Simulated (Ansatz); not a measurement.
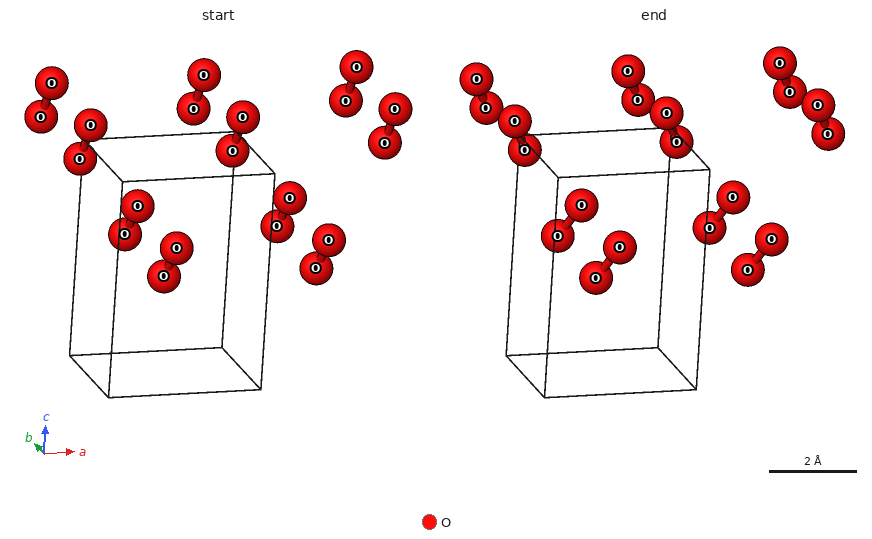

The structure of solid O (set up in P1) before (left) and after (right) a relaxation, at one scale.

The picture is a ball-and-stick view of the cell of the calculation, repeated 2 × 2 × 1 with one cell outlined, seen slightly off an axis.

Case: all atoms moved at random, sigma 0.05 Å for each component; relaxed back.

Computed with DFT PBE+D3(BJ), scalar-relativistic, plane waves, PAW in Ansatz.

Input file:
```yaml
crystal:
  lattice:
    - [0.0, -3.606548178, 0.0]
    - [-2.0057619042, 0.0, 3.6538976902]
    - [-4.0990886026, 0.0, -3.9660773316]
  atoms:
    - { symbol: O, position: [0.4727926038, 0.5795807413, 0.4310093954], spin: 0.61 }
    - { symbol: O, position: [-0.0021337489, 0.0443235067, 0.9030133382], spin: 0.61 }
    - { symbol: O, position: [0.5089897012, 0.4514506502, 0.585184053], spin: 0.61 }
    - { symbol: O, position: [0.0203514438, 0.9246451018, 0.0807932135], spin: 0.61 }
basis:
  ecutwfc: 420
kpoints:
  mp_grid: { grid: [6, 6, 4] }
hamiltonian:
  xc: pbe
  dispersion: d3bj
scf:
  occupations: { method: gaussian, width: 0.05 }
output:
  forces: true
  stress: true
  eigenvalues: true
  populations: true
  write_density: true
  write_potential: true
  elf: true
  volumetric_format: npy
magnetization:
  spin_polarized: true
relax:
  adjacent_minimum: "off"
  f_tol: 0.01
  max_steps: 80
  cell: { stress_tol: 0.1 }
```

Command:
```bash
ansatz run input.yaml --threads 1 --pin off --max-ram 2560MiB --backend cpu --events-out ev --progress --plain --runs-dir out
```

What changed between the two?

Answer. The run was cut off at its time limit before the program reported convergence, but its last step already meets the force threshold: the largest component is 0.001 eV/Å against 0.01 eV/Å. The pressure is within 0.03 GPa of its target. The energy falls by 54.3 meV per atom in 8 accepted moves (10 points after the start). The largest force component goes from 5.6 to 0.001 eV/Å. Pressure: 3.05 GPa at the start and −0.03 GPa at the end. The line search rejected the trial step at point 7 of the run. At 1 point the geometry stayed and the basis and grid were re-selected for the new cell (energy shift of 0.1 meV per atom at most each time). The atom that moves furthest relative to the cell is O4 (0.28 Å roughly along [−3 1 0]). Cell: a 3.607 → 3.592 Å (−0.4 %), b 4.168 → 4.103 Å (−1.6 %), c 5.704 → 5.779 Å (+1.3 %), α 105.3° → 104.5°. Volume −0.3 %. Among the contacts that change: O1–O3 1.150 → 1.218 Å, O2–O4 1.245 → 1.218 Å. The space group (tolerance 0.01 Å) goes from P1 (No. 1) to P2_1/c (No. 14).
